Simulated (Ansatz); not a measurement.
**C19H4: molecular dynamics (part 2 of 2)**

The same run, continued: C19H4 (slab, 23 atoms in the cell); DFT PBEsol, scalar-relativistic, plane waves, PAW, no spin polarisation (Ansatz 0.2.0); cutoff 420 eV, 2×2×1 k-mesh, Fermi–Dirac smearing of 0.05 eV. It belongs to a series of runs on one base structure; here: dynamics from the start.

Geometry of the input (Å; fractional positions):
```
7.3980  0.0000  0.0000
-3.6990  6.4069  0.0000
0.0000  0.0000  12.0000
C  -0.0021  -0.0007  0.0571
C  0.2206  0.1106  0.0571
C  -0.0015  0.3328  0.0571
C  0.2198  0.4434  0.0570
C  -0.0019  0.6654  0.0572
C  0.2204  0.7767  0.0571
C  0.3319  -0.0005  0.0571
C  0.5533  0.1102  0.0571
C  0.3313  0.3320  0.0569
C  0.5537  0.4432  0.0566
C  0.3310  0.6659  0.0568
C  0.5540  0.7774  0.0566
C  0.6648  -0.0011  0.0569
C  0.8872  0.1101  0.0571
C  0.6646  0.3325  0.0571
C  0.8874  0.4440  0.0572
C  0.6653  0.6661  0.0565
C  0.8868  0.7769  0.0569
C  0.5366  0.6205  0.3452
H  0.6788  0.6193  0.3201
H  0.5474  0.7676  0.3184
H  0.4003  0.4889  0.3056
H  0.5201  0.6065  0.4362
```

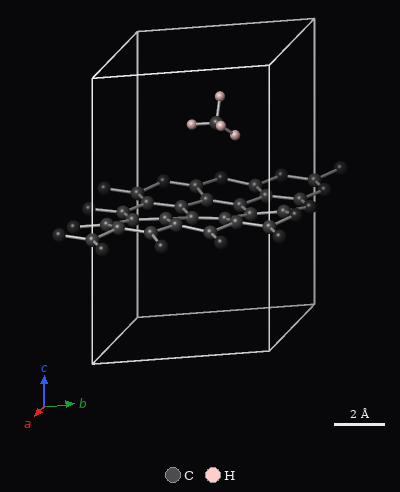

**Figure 1.** The geometry at step 64 of the log (ball-and-stick view of the cell of the calculation, with the vacuum cut short, seen slightly off an axis; neighbours outside the cell are drawn fainter).

### Log, continued
```
md step    50: t =    25.00 fs  T =   543.6 K  F+E_penalty+E_count = -4749.02609019 eV  E_kin = 1.545977 eV  conserved = -4747.48011340 eV  (9 SCF iters)
md step    51: t =    25.50 fs  T =   529.9 K  F+E_penalty+E_count = -4748.98684583 eV  E_kin = 1.506763 eV  conserved = -4747.48008274 eV  (5 SCF iters)
md step    52: t =    26.00 fs  T =   517.4 K  F+E_penalty+E_count = -4748.95144426 eV  E_kin = 1.471363 eV  conserved = -4747.48008129 eV  (4 SCF iters)
md step    53: t =    26.50 fs  T =   506.1 K  F+E_penalty+E_count = -4748.91931688 eV  E_kin = 1.439217 eV  conserved = -4747.48009991 eV  (4 SCF iters)
md step    54: t =    27.00 fs  T =   495.6 K  F+E_penalty+E_count = -4748.88961428 eV  E_kin = 1.409433 eV  conserved = -4747.48018108 eV  (6 SCF iters)
md step    55: t =    27.50 fs  T =   485.5 K  F+E_penalty+E_count = -4748.86103837 eV  E_kin = 1.380737 eV  conserved = -4747.48030115 eV  (5 SCF iters)
md step    56: t =    28.00 fs  T =   475.4 K  F+E_penalty+E_count = -4748.83221659 eV  E_kin = 1.351851 eV  conserved = -4747.48036529 eV  (4 SCF iters)
md step    57: t =    28.50 fs  T =   465.1 K  F+E_penalty+E_count = -4748.80281647 eV  E_kin = 1.322527 eV  conserved = -4747.48028939 eV  (4 SCF iters)
md step    58: t =    29.00 fs  T =   455.2 K  F+E_penalty+E_count = -4748.77456574 eV  E_kin = 1.294508 eV  conserved = -4747.48005751 eV  (4 SCF iters)
md step    59: t =    29.50 fs  T =   447.2 K  F+E_penalty+E_count = -4748.75141846 eV  E_kin = 1.271690 eV  conserved = -4747.47972891 eV  (3 SCF iters)
md step    60: t =    30.00 fs  T =   442.8 K  F+E_penalty+E_count = -4748.73862085 eV  E_kin = 1.259190 eV  conserved = -4747.47943100 eV  (7 SCF iters)
md step    61: t =    30.50 fs  T =   443.6 K  F+E_penalty+E_count = -4748.74076377 eV  E_kin = 1.261440 eV  conserved = -4747.47932351 eV  (4 SCF iters)
md step    62: t =    31.00 fs  T =   450.1 K  F+E_penalty+E_count = -4748.75937757 eV  E_kin = 1.279852 eV  conserved = -4747.47952559 eV  (3 SCF iters)
md step    63: t =    31.50 fs  T =   461.1 K  F+E_penalty+E_count = -4748.79121092 eV  E_kin = 1.311178 eV  conserved = -4747.48003253 eV  (3 SCF iters)
md step    64: t =    32.00 fs  T =   473.9 K  F+E_penalty+E_count = -4748.82844062 eV  E_kin = 1.347761 eV  conserved = -4747.48067993 eV  (4 SCF iters)
md step    65: t =    32.50 fs  T =   485.3 K  F+E_penalty+E_count = -4748.86120865 eV  E_kin = 1.379995 eV  conserved = -4747.48121392 eV  (4 SCF iters)
md step    66: t =    33.00 fs  T =   492.3 K  F+E_penalty+E_count = -4748.88145390 eV  E_kin = 1.400032 eV  conserved = -4747.48142204 eV  (3 SCF iters)
md step    67: t =    33.50 fs  T =   494.0 K  F+E_penalty+E_count = -4748.88612881 eV  E_kin = 1.404893 eV  conserved = -4747.48123618 eV  (3 SCF iters)
md step    68: t =    34.00 fs  T =   491.4 K  F+E_penalty+E_count = -4748.87821632 eV  E_kin = 1.397455 eV  conserved = -4747.48076146 eV  (4 SCF iters)
md step    69: t =    34.50 fs  T =   487.0 K  F+E_penalty+E_count = -4748.86510326 eV  E_kin = 1.384877 eV  conserved = -4747.48022660 eV  (3 SCF iters)
md step    70: t =    35.00 fs  T =   483.6 K  F+E_penalty+E_count = -4748.85507867 eV  E_kin = 1.375204 eV  conserved = -4747.47987499 eV  (7 SCF iters)
md step    71: t =    35.50 fs  T =   483.1 K  F+E_penalty+E_count = -4748.85363412 eV  E_kin = 1.373799 eV  conserved = -4747.47983532 eV  (4 SCF iters)
md step    72: t =    36.00 fs  T =   485.8 K  F+E_penalty+E_count = -4748.86146321 eV  E_kin = 1.381403 eV  conserved = -4747.48005976 eV
[...]
SCF iter   2: F=—  HF=-4748.720127 eV  |F-HF|=—  |Δ(HF+E_count)|=   1.59e-3  Δρ=5.50e-4  dr2=9.07e-4  ethr=6.96e-6  ⟨swp⟩=2.0  Hψ=398  notcnv=0  defer=7
SCF iter   3: F=—  HF=-4748.719979 eV  |F-HF|=—  |Δ(HF+E_count)|=   1.47e-4  Δρ=2.20e-4  dr2=1.99e-4  ethr=1.13e-6  ⟨swp⟩=2.0  Hψ=320  notcnv=0  defer=7
SCF iter   4: F=—  HF=-4748.719950 eV  |F-HF|=—  |Δ(HF+E_count)|=   2.93e-5  Δρ=5.66e-5  dr2=1.39e-5  ethr=2.49e-7  ⟨swp⟩=2.0  Hψ=309  notcnv=0  defer=7
SCF iter   5: F=—  HF=-4748.719969 eV  |F-HF|=—  |Δ(HF+E_count)|=   1.84e-5  Δρ=2.05e-5  dr2=1.79e-6  ethr=1.74e-8  ⟨swp⟩=2.0  Hψ=323  notcnv=0  defer=7
SCF iter   6: F=—  HF=-4748.719969 eV  |F-HF|=—  |Δ(HF+E_count)|=   3.92e-7  Δρ=1.01e-5  dr2=6.33e-7  ethr=2.24e-9  ⟨swp⟩=2.0  Hψ=319  notcnv=0  defer=7
SCF iter   7: F=-4748.719969 eV  HF=-4748.719969 eV  |F-HF|=8.41e-9  |Δ(HF+E_count)|=   6.65e-8  Δρ=1.78e-6  dr2=1.73e-8  ethr=2.88e-11  ⟨swp⟩=3.8  Hψ=931  notcnv=0
SCF 191 converged in 7 iterations: F = -4748.719969 eV  dr2 = 1.73e-8
md step   190: t =    95.00 fs  T =   436.4 K  F+E_penalty+E_count = -4748.71996889 eV  E_kin = 1.240893 eV  conserved = -4747.47907586 eV  (7 SCF iters)
```

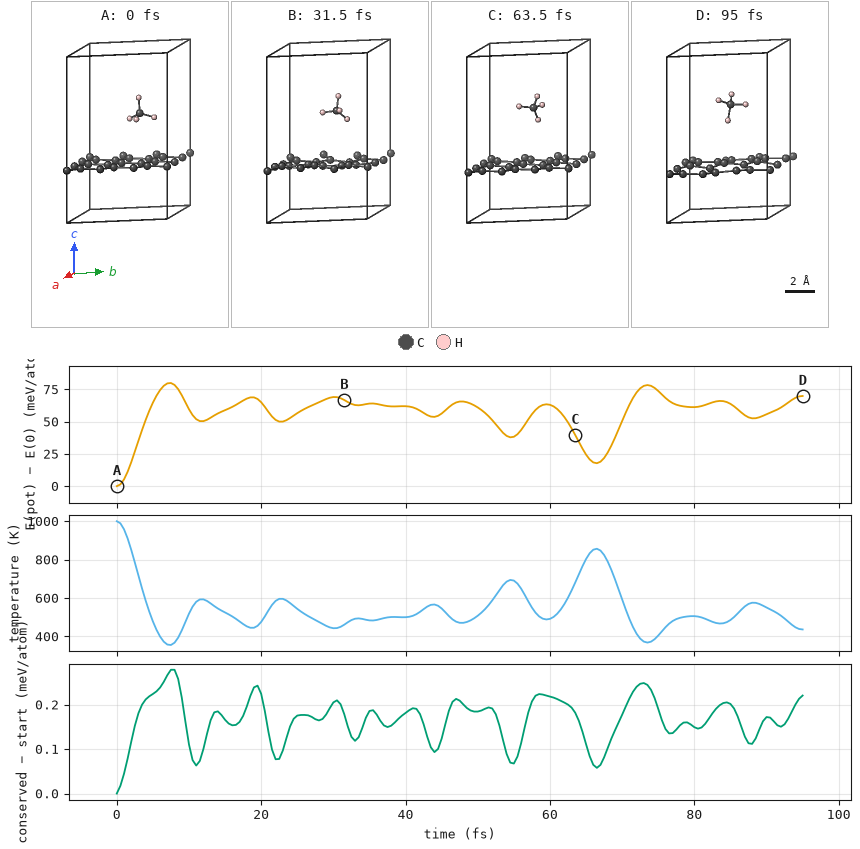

**Figure 2.** Frames of the molecular dynamics (ball-and-stick, simulation cell, with the vacuum cut short, seen slightly off an axis) above the curves, on which the letters mark them. The trajectory kept here has 191 frames over 95 fs. The temperature starts at 1000 K, ranges from 355 to 1000 K and averages 551 K over the second half. The potential energy ends 69.9 meV/atom above its first value. The conserved quantity stays within 0.28 meV/atom. With the common drift removed, the root-mean-square displacement is 0.80 Å, and H22 has moved furthest (2.45 Å).

```
SCF converged after 7 iterations
Free energy (F): -4748.719969 eV
Harris-Foulkes:  -4748.719969 eV  (|F-HF|=8.41e-9)
Internal energy: -4748.710441 eV  (E = F + TS)
E sigma→0 (E₀):  -4748.715205 eV
Entropy (-TS):   -0.009527 eV (-0.414 meV/atom)
Fermi energy:    -0.929373 eV
--- Per-component energies (eV) ---
  E_band       = -780.555201
  E_kinetic    = 1769.678680
  E_local      = -15433.802373  (includes V_loc(G=0)·N_el)
  E_nonlocal   = 525.193335
  E_hartree    = 6828.081721
  E_xc         = -935.476932
  E_vxc        = -1164.140227  (∫ρ·V_xc dr)
  E_paw        = -1815.345984  (= ΣΔE_a)
  E_vpaw       = -133.642654  (= ΣTr[D̂ρ^β])
  E_aug_tail   = -0.005005  (compensation charges beyond the density's cutoff)
  E_ewald      = 4312.565208
  E_core_change = 0.400910  (= ΣΔE_core)
  E_smearing   = -0.009527  (= −TS)
  E_closure    = 0.000000  (closes the sum)
  Σ components = -4748.719969   (vs F -4748.719969, Δ=0.00e0)
--- Forces (eV/Å), atoms counted from 1 ---
  atom   1  C     -1.32609091    -1.62319618    -0.93259363
  atom   2  C     -1.38248460     0.47188514     0.07655493
  atom   3  C      0.35671813    -1.13193826     0.09972393
  atom   4  C     -1.93224656    -0.28805296    -0.42389076
  atom   5  C      0.22454487    -1.50864746    -1.17323259
  atom   6  C     -3.85238216     0.62010439     0.04319347
  atom   7  C      3.01357548    -3.39206510    -0.00381466
  atom   8  C     -3.46476554     2.24518048    -0.80573679
  atom   9  C      0.47056337     1.82538566     0.69629269
  atom  10  C      0.19616188    -1.33132565    -1.71818678
  atom  11  C      2.74857784     0.03944894    -0.13809739
  atom  12  C      0.09203732     1.16933971    -1.11834777
  atom  13  C      2.54488251    -2.38677315     0.30449145
  atom  14  C      0.88810236     0.27210350     1.32743089
  atom  15  C      1.53879135     1.33425813     0.99627611
  atom  16  C     -1.42042604     3.43887007     1.30362139
  atom  17  C     -0.02421281    -0.05692280     0.03599100
  atom  18  C      1.32902427     0.30273165     1.44251657
  atom  19  C      0.45051046     1.25705457    -2.13018060
  atom  20  H      0.40134531    -1.46717000     0.23345188
  atom  21  H     -0.74088602     0.17618205     1.89330350
  atom  22  H      0.61041637     0.38031185     0.39782660
  atom  23  H     -0.72178061    -0.34678617    -0.40645876
  max |Σ_I F_I| component: 1.35e-4 eV/Å
--- MD trajectory: 190 steps, t = 0.0 → 95.0 fs ---
  final state: T = 436.4 K   F+E_penalty+E_count = -4748.71996889 eV   E_kin = 1.240893 eV
  conserved energy: peak-to-peak 6.408e-3 eV (2.786e-4 eV/atom) over 95.0 fs
```

### Trajectory as extended XYZ (Å, eV, eV/Å), 4 of the 191 frames kept, from step=0 to step=190
```
23
Lattice="7.3980 0.0000 0.0000 -3.6990 6.4069 0.0000 0.0000 0.0000 12.0000" Properties=species:S:1:pos:R:3:forces:R:3 step=0 time_fs=0.0 energy=-4750.32787 temperature=1000.0
C    -0.0129   -0.0042    0.6851   -0.0232  -0.0184  -0.0073
C     1.2231    0.7088    0.6850   -0.0011   0.0192   0.0041
C    -1.2421    2.1321    0.6854    0.0138   0.0071   0.0062
C    -0.0140    2.8410    0.6836    0.0231   0.0197  -0.0083
C    -2.4755    4.2633    0.6858   -0.0259   0.0041  -0.0080
C    -1.2424    4.9763    0.6855    0.0302  -0.0219  -0.0073
C     2.4572   -0.0033    0.6856    0.0027  -0.0001  -0.0027
C     3.6855    0.7060    0.6856    0.0074  -0.0051  -0.0069
C     1.2227    2.1270    0.6827    0.0150   0.0286  -0.0065
C     2.4573    2.8393    0.6798    0.0000   0.0441   0.0084
C    -0.0144    4.2664    0.6816    0.0495   0.0165   0.0046
C     1.2226    4.9808    0.6789    0.0133  -0.0179  -0.0004
C     4.9219   -0.0069    0.6831    0.0081  -0.0607   0.0039
C     6.1563    0.7051    0.6852    0.0024  -0.0240  -0.0062
C     3.6864    2.1305    0.6848   -0.0431   0.0266  -0.0097
C     4.9223    2.8447    0.6859   -0.0091   0.0086  -0.0041
C     2.4576    4.2678    0.6780   -0.0165  -0.0001   0.0003
C     3.6865    4.9776    0.6825   -0.0482  -0.0287   0.0045
C     1.6746    3.9758    4.1420   -0.0107  -0.0136   0.0130
H     2.7308    3.9675    3.8410   -0.0166   0.0031   0.0051
H     1.2102    4.9180    3.8214    0.0132  -0.0115   0.0099
H     1.1528    3.1325    3.6672    0.0228   0.0314   0.0305
H     1.6047    3.8856    5.2344   -0.0068  -0.0070  -0.0229
23
Lattice="7.3980 0.0000 0.0000 -3.6990 6.4069 0.0000 0.0000 0.0000 12.0000" Properties=species:S:1:pos:R:3:forces:R:3 step=63 time_fs=31.5 energy=-4748.79121 temperature=461.1
C    -0.0023    0.0052    0.7072   -2.4849   0.7242   1.8305
C     1.1970    0.7185    0.6711    0.7248   0.5497  -0.6892
C    -1.2447    2.1198    0.8161   -0.6124   2.3186   0.3617
C    -0.0248    2.8673    0.6169   -0.1438  -1.2870   0.2368
C    -2.4786    4.2694    0.6556   -1.1950   0.2554   1.9472
C    -1.2523    5.0182    0.6033   -0.6005  -1.0382  -0.8131
C     2.4391    0.0326    0.5483   -0.1472  -1.2511   0.5818
C     3.6557    0.7315    0.6109    0.9349  -0.8033   0.6894
C     1.2126    2.1299    0.6025   -0.1175   1.2067  -0.4644
C     2.4360    2.8915    0.5184    0.7094  -2.7987   1.5481
C    -0.0209    4.2573    0.4907   -0.5654   1.3397   0.4977
C     1.1848    5.0061    0.4873    1.5039  -1.0642   0.8199
C     4.9020   -0.0189    0.6879   -0.1117   1.7423   0.2345
C     6.1206    0.7613    0.9211    0.9611  -3.4877  -2.3216
C     3.6785    2.1130    0.7545   -0.8227   1.9025  -0.9193
C     4.8910    2.8360    0.8744    0.8575   1.1851  -1.6622
C     2.4635    4.2664    0.5790   -2.2803   1.6166   0.1737
C     3.6186    5.0162    0.7941    3.3909  -1.1104  -2.0401
C     1.9295    3.7725    4.3951   -1.1870   1.7840   0.3503
H     2.9129    4.2059    4.5490    0.4727  -0.1660  -0.5805
H     1.2492    4.3774    3.7296    0.7736  -0.5069   0.3943
H     1.8379    2.7388    4.2300    0.5325  -1.6348  -1.0551
H     1.5034    3.7957    5.3847   -0.5932   0.5235   0.8795
23
Lattice="7.3980 0.0000 0.0000 -3.6990 6.4069 0.0000 0.0000 0.0000 12.0000" Properties=species:S:1:pos:R:3:forces:R:3 step=127 time_fs=63.5 energy=-4749.41554 temperature=680.6
C    -0.0524    0.0229    0.6318    1.1690  -0.2621   0.0405
C     1.1841    0.7269    0.6572   -0.0798   0.3315  -0.3853
C    -1.2530    2.1709    0.6106   -2.1011  -0.9125   0.3181
C    -0.0597    2.8650    0.6741    1.4395   0.8163  -0.6649
C    -2.5072    4.2758    0.6496    0.2259   1.4053  -0.1432
C    -1.2651    5.0813    0.6538    0.1741  -4.8171  -0.2074
C     2.4459    0.0340    0.6395   -1.8452   0.6492   0.4561
C     3.6311    0.7536    0.6768    2.0722  -0.9707  -0.8833
C     1.1772    2.1372    0.6313    0.1102   0.2975   0.7454
C     2.3988    2.8673    0.6780   -0.0820   0.5649  -0.8371
C     0.0005    4.2768    0.6380   -2.8839   0.9886   0.6955
C     1.1832    4.9913    0.6949    0.1063   2.0499  -0.9108
C     4.8899    0.0325    0.6148   -0.0813  -0.0856   0.7529
C     6.1368    0.7550    0.6122   -1.3375  -0.3554  -0.0605
C     3.6291    2.1289    0.6080    0.5774   1.9590   0.7489
C     4.8665    2.8496    0.6301    0.7436   0.7596  -0.1999
C     2.3858    4.3043    0.6392    2.7129  -1.3329   0.4802
C     3.6572    5.0214    0.6355   -0.9166  -1.0850   0.0608
C     2.1763    3.5610    4.6737   -1.1941   1.8856  -0.6632
H     2.8900    4.3513    4.9932   -0.3019  -0.0173  -0.7776
H     1.5317    3.7488    3.7365    1.7586  -0.3284   0.6114
H     2.6680    2.6306    4.8051    0.2885  -1.2837  -0.3726
H     1.3706    3.6494    5.3759   -0.5548  -0.2564   1.1962
23
Lattice="7.3980 0.0000 0.0000 -3.6990 6.4069 0.0000 0.0000 0.0000 12.0000" Properties=species:S:1:pos:R:3:forces:R:3 step=190 time_fs=95.0 energy=-4748.71997 temperature=436.4
C    -0.0588    0.0805    0.5522   -1.3261  -1.6232  -0.9326
C     1.1861    0.7573    0.6230   -1.3825   0.4719   0.0766
C    -1.2826    2.1878    0.4487    0.3567  -1.1319   0.0997
C    -0.0246    2.8793    0.6625   -1.9322  -0.2881  -0.4239
C    -2.5360    4.3345    0.6014    0.2245  -1.5086  -1.1732
C    -1.2550    5.0354    0.7037   -3.8524   0.6201   0.0432
C     2.3684    0.0963    0.7262    3.0136  -3.3921  -0.0038
C     3.6686    0.7183    0.6888   -3.4648   2.2452  -0.8057
C     1.1741    2.1616    0.6764    0.4706   1.8254   0.6963
C     2.4138    2.8973    0.7800    0.1962  -1.3313  -1.7182
C    -0.1035    4.2994    0.7883    2.7486   0.0394  -0.1381
C     1.1564    5.0011    0.8033    0.0920   1.1693  -1.1183
C     4.8367    0.0526    0.5958    2.5449  -2.3868   0.3045
C     6.0891    0.7477    0.4065    0.8881   0.2721   1.3274
C     3.6059    2.1380    0.5347    1.5388   1.3343   0.9963
C     4.8866    2.8211    0.4230   -1.4204   3.4389   1.3036
C     2.3870    4.3222    0.6966   -0.0242  -0.0569   0.0360
C     3.6161    5.0338    0.5120    1.3290   0.3027   1.4425
C     2.3979    3.3634    4.9588    0.4505   1.2571  -2.1302
H     2.6121    4.4889    5.0204    0.4013  -1.4672   0.2335
H     2.3799    3.1540    3.8044   -0.7409   0.1762   1.8933
H     3.1392    2.6565    5.3268    0.6104   0.3803   0.3978
H     1.5030    3.2252    5.5560   -0.7218  -0.3468  -0.4065
```
